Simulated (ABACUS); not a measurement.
# V: band-structure run (part 1 of 2)

The run: band-structure run of V (Im-3m, 1 atom in the cell). Method and program: Kohn-Sham DFT of a periodic cell, PBE, SG15 ONCV 1.2 PBE, spin-polarised (ABACUS 3.10.1).

The structure derives from an entry of the Crystallography Open Database.

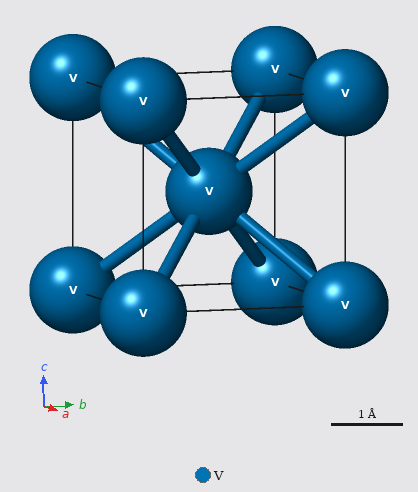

Fig. 1: The input geometry (ball-and-stick view of the cell 2 times as large as that of the calculation, set on its symmetry axes, seen slightly off an axis).

Input file
```python
"""ABACUS run from a structure file: ASE reads it, the script writes STRU, KPT and INPUT."""
import re
import subprocess
from ase.io import read
from ase.units import Bohr

atoms = read("V.cif")
atoms = atoms[(-atoms.numbers).argsort(kind="stable")]  # ABACUS lists atoms element by element
pseudo = {'V': 'V_ONCV_PBE-1.2.upf'}
orbital = {'V': 'V_confined-atom_7au_2s1p1d.orb'}
magmoms = [2.0]
kmesh = [11, 11, 11]
params = {
    'suffix': 'V',
    'calculation': 'scf',
    'basis_type': 'lcao',
    'pseudo_dir': './',
    'orbital_dir': './',
    'symmetry': 1,
    'dft_functional': 'pbe',
    'ecutwfc': 100,
    'pseudo_rcut': 10,
    'nspin': 2,
    'nbands': 10,
    'ks_solver': 'genelpa',
    'smearing_method': 'fd',
    'smearing_sigma': 0.00367493,
    'scf_thr': 1e-07,
    'scf_nmax': 100,
    'mixing_type': 'broyden',
    'mixing_beta': 0.4,
    'cal_force': 1,
    'cal_stress': 1,
    'out_mul': 1,
    'out_chg': 1,
    'out_pot': 2,
    'out_elf': 1,
}

symbols = atoms.get_chemical_symbols()
elements = list(dict.fromkeys(symbols))
lines = ["ATOMIC_SPECIES"] + [f"{e} {atoms.get_masses()[symbols.index(e)]:.4f} {pseudo[e]}" for e in elements]
if orbital:
    lines += ["", "NUMERICAL_ORBITAL"] + [orbital[e] for e in elements]
lines += ["", "LATTICE_CONSTANT", f"{1 / Bohr:.10f}", "", "LATTICE_VECTORS"]
lines += [" ".join(f"{x:.10f}" for x in v) for v in atoms.cell]
lines += ["", "ATOMIC_POSITIONS", "Direct"]
for e in elements:
    lines += ["", e, "0.0", str(symbols.count(e))]
    for i, p in enumerate(atoms.get_scaled_positions(wrap=False)):
        if symbols[i] == e:
            mag = "" if magmoms is None else " mag " + " ".join(str(x) for x in (magmoms[i] if isinstance(magmoms[i], list) else [magmoms[i]]))
            lines.append(" ".join(f"{x:.10f}" for x in p) + " 1 1 1" + mag)
open("STRU", "w").write("\n".join(lines) + "\n")
open("KPT", "w").write("K_POINTS\n0\nGamma\n%d %d %d 0 0 0\n" % tuple(kmesh))
open("INPUT", "w").write("INPUT_PARAMETERS\n" + "".join(f"{k:<20s}{v}\n" for k, v in params.items()))

done = subprocess.run(['mpirun', '-np', '4', 'abacus'])
if done.returncode:
    raise SystemExit(done.returncode)
log = open("OUT.V/running_scf.log").read()
print("final energy (eV):", re.findall(r"FINAL_ETOT_IS (\S+)", log))
```

File V.cif
```
data_V
_cell_length_a 2.62293114
_cell_length_b 2.62293114
_cell_length_c 2.62293114
_cell_angle_alpha 109.47122063
_cell_angle_beta 109.47122063
_cell_angle_gamma 109.47122063
_space_group_name_H-M_alt 'P1'
_space_group_name_Hall 'P 1'
_space_group_IT_number 1
loop_
_space_group_symop_operation_xyz
'x,y,z'
loop_
_atom_site_label
_atom_site_type_symbol
_atom_site_symmetry_multiplicity
_atom_site_Wyckoff_symbol
_atom_site_fract_x
_atom_site_fract_y
_atom_site_fract_z
_atom_site_occupancy
V1 V 1 a 0.0000000000 0.0000000000 0.0000000000 1
```

File INPUT
```
INPUT_PARAMETERS
suffix              V
calculation         scf
basis_type          lcao
pseudo_dir          ./
orbital_dir         ./
symmetry            1
dft_functional      pbe
ecutwfc             100
pseudo_rcut         10
nspin               2
nbands              10
ks_solver           genelpa
smearing_method     fd
smearing_sigma      0.00367493
scf_thr             1e-07
scf_nmax            100
mixing_type         broyden
mixing_beta         0.4
cal_force           1
cal_stress          1
out_mul             1
out_chg             1
out_pot             2
out_elf             1
```

File STRU
```
ATOMIC_SPECIES
V 50.9415 V_ONCV_PBE-1.2.upf

NUMERICAL_ORBITAL
V_confined-atom_7au_2s1p1d.orb

LATTICE_CONSTANT
1.8897261258

LATTICE_VECTORS
2.6229311400 0.0000000000 0.0000000000
-0.8743103798 2.4729231943 0.0000000000
-0.8743103798 -1.2364615967 2.1416143081

ATOMIC_POSITIONS
Direct

V
0.0
1
0.0000000000 0.0000000000 0.0000000000 1 1 1 mag 2.0
```

File KPT
```
K_POINTS
0
Gamma
11 11 11 0 0 0
```

Hardware: 4 threads of Intel Xeon (Sapphire Rapids), 16 GiB of memory available, shared host.

Run as:
```bash
OMP_NUM_THREADS=1 python run_abacus.py > log
```

Output
```
ABACUS v3.10.1

               Atomic-orbital Based Ab-initio Computation at UStc

 ------------------------------------------------------------------------------------

 READING GENERAL INFORMATION
                           global_out_dir = OUT.V/
                           global_in_card = INPUT
                               pseudo_dir = ./
                              orbital_dir = ./
                                    DSIZE = 4
                                    GSIZE = 1

 READING UNITCELL INFORMATION
                                    ntype = 1
                  lattice constant (Bohr) = 1.88973
              lattice constant (Angstrom) = 1

 READING ATOM TYPE 1
                               atom label = V
                      L=0, number of zeta = 2
                      L=1, number of zeta = 1
                      L=2, number of zeta = 1
             number of atom for this type = 1
               magnetization of element 1 = 2

                        TOTAL ATOM NUMBER = 1
DIRECT COORDINATES
    atom                   x                   y                   z     mag                  vx                  vy                  vz
taud_V1            0.0000000000        0.0000000000        0.0000000000  2.0000        0.0000000000        0.0000000000        0.0000000000

                          Volume (Bohr^3) = 93.7423
                             Volume (A^3) = 13.8912

 Lattice vectors: (Cartesian coordinate: in unit of a_0)
             +2.62293                  +0                  +0
             -0.87431            +2.47292                  +0
             -0.87431            -1.23646            +2.14161
 Reciprocal vectors: (Cartesian coordinate: in unit of 2 pi/a_0)
            +0.381253           +0.134793           +0.233469
                   -0            +0.40438           +0.233469
                   +0                  -0           +0.466937
 The esolver type has been set to : ksdft_lcao

                PAO radial cut off (Bohr) = 10

 Read in pseudopotential file is V_ONCV_PBE-1.2.upf
                     pseudopotential type = NC
          exchange-correlation functional = PBE
                 nonlocal core correction = 0
                        valence electrons = 13
                                     lmax = 2
                           number of zeta = 0
                     number of projectors = 6
                           L of projector = 0
                           L of projector = 0
                           L of projector = 1
                           L of projector = 1
                           L of projector = 2
                           L of projector = 2
     initial pseudo atomic orbital number = 0
 The readin total magnetization is 2

 SETUP THE ELECTRONS NUMBER
             electron number of element V = 13
       total electron number of element V = 13
            AUTOSET number of electrons:  = 13
                           occupied bands = 7
                                   NLOCAL = 10
                                   NBANDS = 10
                                   NBANDS = 10
                                   NLOCAL = 10

%%%%%%%%%%%%%%%%%%%%%%%%%%%%%%%%%%%%%%%%%%%%%%%%%%%%%%%%%%%%%%%%%%%%%%%%%%%%%%%%%%%%%%%%%%%%%%%%%%%%%%%%%%
 Warning: the number of valence electrons in pseudopotential > 5 for V: [Ar] 3d3 4s2
 Pseudopotentials with additional electrons can yield (more) accurate outcomes, but may be less efficient.
 If you're confident that your chosen pseudopotential is appropriate, you can safely ignore this warning.
%%%%%%%%%%%%%%%%%%%%%%%%%%%%%%%%%%%%%%%%%%%%%%%%%%%%%%%%%%%%%%%%%%%%%%%%%%%%%%%%%%%%%%%%%%%%%%%%%%%%%%%%%%

 SETUP THE PLANE WAVE BASIS
 energy cutoff for charge/potential (unit:Ry) = 400
            fft grid for charge/potential = [ 32, 32, 32 ]
                        fft grid division = [ 4, 4, 4 ]
        big fft grid for charge/potential = [ 8, 8, 8 ]
                                     nbxx = 128
                                     nrxx = 8192

 SETUP PLANE WAVES FOR CHARGE/POTENTIAL
                    number of plane waves = 12623
                         number of sticks = 735

 PARALLEL PW FOR CHARGE/POTENTIAL
     PROC   COLUMNS(POT)             PW
        1            184           3156
        2            184           3156
        3            183           3155
        4            184           3156
 --------------- sum -------------------
        4            735          12623
                            number of |g| = 201
                                  max |g| = 35.9751
                                  min |g| = 0.218031

----------- Double Check Mixing Parameters Begin ------------
mixing_type: broyden
mixing_beta: 0.4
mixing_gg0: 1
mixing_gg0_min: 0.1
mixing_beta_mag: 1.6
mixing_gg0_mag: 0
mixing_ndim: 8
----------- Double Check Mixing Parameters End ------------

 LATTICE VECTORS: (CARTESIAN COORDINATE: IN UNIT OF A0)
             +2.62293                  +0                  +0
             -0.87431            +2.47292                  +0
             -0.87431            -1.23646            +2.14161
                       right hand lattice = 1
                                   NORM_A = 2.62293
                                   NORM_B = 2.62293
                                   NORM_C = 2.62293
                           ALPHA (DEGREE) = 109.471
                           BETA  (DEGREE) = 109.471
                           GAMMA (DEGREE) = 109.471

 The lattice vectors have been changed (STRU_SIMPLE.cif)

(for optimal symmetric configuration:)
                             BRAVAIS TYPE = 2
                     BRAVAIS LATTICE NAME = 02. Cubic I (body-centered)
                                    ibrav = 2
                                    IBRAV = 2
                                  BRAVAIS = BODY CENTERED CUBIC
                       LATTICE CONSTANT A = 3.0287
Original cell was already a primitive cell.
                        ROTATION MATRICES = 48
              PURE POINT GROUP OPERATIONS = 48
                   SPACE GROUP OPERATIONS = 48
                              POINT GROUP = O_h
               POINT GROUP IN SPACE GROUP = O_h

 SETUP K-POINTS
                                    nspin = 2
                   Input type of k points = Monkhorst-Pack(Gamma)
                                   nkstot = 1331
                       right hand lattice = 1
(for reciprocal lattice: )
                             BRAVAIS TYPE = 3
                     BRAVAIS LATTICE NAME = 03. Cubic F (face-centered)
                                    ibrav = 3
                       right hand lattice = 1
(for k-lattice: )
                             BRAVAIS TYPE = 3
                     BRAVAIS LATTICE NAME = 03. Cubic F (face-centered)
                                    ibrav = 3
                       right hand lattice = 1
                        ROTATION MATRICES = 48
                               nkstot_ibz = 56
K-POINTS REDUCTION ACCORDING TO SYMMETRY
     IBZ    DIRECT_X    DIRECT_Y    DIRECT_Z  WEIGHT  ibz2bz
       1  0.00000000  0.00000000  0.00000000  0.0008       0
       2 -0.09090909  0.09090909  0.00000000  0.0090       1
       3 -0.18181818  0.18181818  0.00000000  0.0090       2
       4 -0.27272727  0.27272727  0.00000000  0.0090       3
       5 -0.36363636  0.36363636  0.00000000  0.0090       4
       6 -0.45454545  0.45454545  0.00000000  0.0090       5
       7 -0.18181818  0.09090909  0.09090909  0.0180      12
       8 -0.09090909 -0.18181818  0.27272727  0.0361      13
       9 -0.09090909  0.36363636 -0.27272727  0.0361      14
      10 -0.45454545  0.09090909  0.36363636  0.0361      15
      11  0.45454545  0.45454545  0.09090909  0.0180      16
      12 -0.18181818 -0.18181818  0.36363636  0.0180      24
      13 -0.45454545  0.27272727  0.18181818  0.0361      25
      14  0.45454545  0.36363636  0.18181818  0.0361      26
      15  0.45454545  0.27272727  0.27272727  0.0180      36
      16  0.36363636  0.36363636  0.27272727  0.0180      37
      17 -0.09090909 -0.09090909  0.27272727  0.0060     133
      18 -0.09090909 -0.18181818  0.36363636  0.0180     134
      19 -0.09090909  0.45454545 -0.27272727  0.0180     135
      20  0.45454545  0.36363636  0.09090909  0.0180     136
      21 -0.09090909  0.09090909  0.09090909  0.0045     142
      22 -0.18181818 -0.18181818  0.45454545  0.0180     145
      23  0.45454545  0.27272727  0.18181818  0.0361     146
      24  0.36363636  0.36363636  0.18181818  0.0180     147
      25 -0.18181818  0.09090909  0.18181818  0.0180     152
      26  0.36363636  0.27272727  0.27272727  0.0180     157
      27 -0.27272727  0.27272727  0.09090909  0.0180     162
      28 -0.27272727  0.18181818  0.18181818  0.0180     163
      29 -0.36363636  0.09090909  0.36363636  0.0180     172
      30 -0.36363636  0.27272727  0.18181818  0.0361     173
[... 26 further k points ...]

                               nkstot now = 56
[... K-POINTS DIRECT COORDINATES: 56 rows ...]

           k-point number in this process = 56
       minimum distributed K point number = 56
[... stars of the k points ...]
                             nks(nspin=2) = 112
                          nkstot(nspin=2) = 112

[... K-POINTS CARTESIAN COORDINATES: 112 rows ...]

[... K-POINTS DIRECT COORDINATES: 112 rows ...]

 SETUP PLANE WAVES FOR WAVE FUNCTIONS
     energy cutoff for wavefunc (unit:Ry) = 100
              fft grid for wave functions = [ 32, 32, 32 ]
                    number of plane waves = 2587
                         number of sticks = 261

 PARALLEL PW FOR WAVE FUNCTIONS
     PROC   COLUMNS(POT)             PW
        1             66            647
        2             65            646
        3             65            647
        4             65            647
 --------------- sum -------------------
        4            261           2587

 SET NONLOCAL PSEUDOPOTENTIAL PROJECTORS
 max number of nonlocal projetors among all species is 6

 -------------------------------------------
 SELF-CONSISTENT
 -------------------------------------------

 SETUP SEARCHING RADIUS FOR PROGRAM TO SEARCH ADJACENT ATOMS
                  longest orb rcut (Bohr) = 7
   longest nonlocal projector rcut (Bohr) = 2.06
                     search radius (Bohr) = 18.1
              searching radius is (Bohr)) = 18.1
         searching radius unit is (Bohr)) = 1.89
                         PeriodicBoundary = 1
                        Radius(unit:lat0) = 9.59
                                   glayer = [ 6, 6, 6 ]
                             glayer_minus = [ 5, 5, 5 ]

Find the coordinate range of the input atom(unit:lat0).
                                  min_tau = [ -21.9, -18.5, -10.7 ]
                                  max_tau = [ 21.9, 18.5, 10.7 ]
                                BoxNumber = [ 11, 11, 11 ]

 SETUP EXTENDED REAL SPACE GRID FOR GRID INTEGRATION
                          real space grid = [ 32, 32, 32 ]
                 big cell numbers in grid = [ 8, 8, 8 ]
             meshcell numbers in big cell = [ 4, 4, 4 ]
                        extended fft grid = [ 14, 14, 14 ]
                dimension of extened grid = [ 37, 37, 37 ]
                            UnitCellTotal = 125
              Atom number in sub-FFT-grid = 1
    Local orbitals number in sub-FFT-grid = 10
                                ParaV.nnr = 3725
                                 init_chg = atomic

 LCAO ALGORITHM --------------- ION=   1  ELEC=   1--------------------------------
          total magnetism (Bohr mag/cell) = 0.972287
       absolute magnetism (Bohr mag/cell) = 0.972287
                        nelec for spin up = 6.98614
                      nelec for spin down = 6.01386

 Density error is 0.0805373920932
----------------------------------------------------------
     Energy           Rydberg                 eV
----------------------------------------------------------
 E_KohnSham     -142.0800727942      -1933.0985622554
 E_Harris       -140.9856139340      -1918.2076855312
 E_Fermi        1.3292722676         18.0856770325
----------------------------------------------------------

 LCAO ALGORITHM --------------- ION=   1  ELEC=   2--------------------------------
          total magnetism (Bohr mag/cell) = 0.308064
       absolute magnetism (Bohr mag/cell) = 0.308221
                        nelec for spin up = 6.65403
                      nelec for spin down = 6.34597

 Density error is 0.0316316819291
----------------------------------------------------------
     Energy           Rydberg                 eV
----------------------------------------------------------
 E_KohnSham     -142.1030138944      -1933.4106919367
 E_Harris       -141.6601163632      -1927.3847618819
 E_Fermi        1.3273219490         18.0591415870
----------------------------------------------------------

 LCAO ALGORITHM --------------- ION=   1  ELEC=   3--------------------------------
          total magnetism (Bohr mag/cell) = 0.182259
       absolute magnetism (Bohr mag/cell) = 0.182259
                        nelec for spin up = 6.59113
                      nelec for spin down = 6.40887

 Density error is 0.0139254478299
----------------------------------------------------------
     Energy           Rydberg                 eV
----------------------------------------------------------
 E_KohnSham     -142.1032791663      -1933.4143011468
 E_Harris       -141.8333867653      -1929.7422266465
 E_Fermi        1.3335657298         18.1440925825
----------------------------------------------------------
```
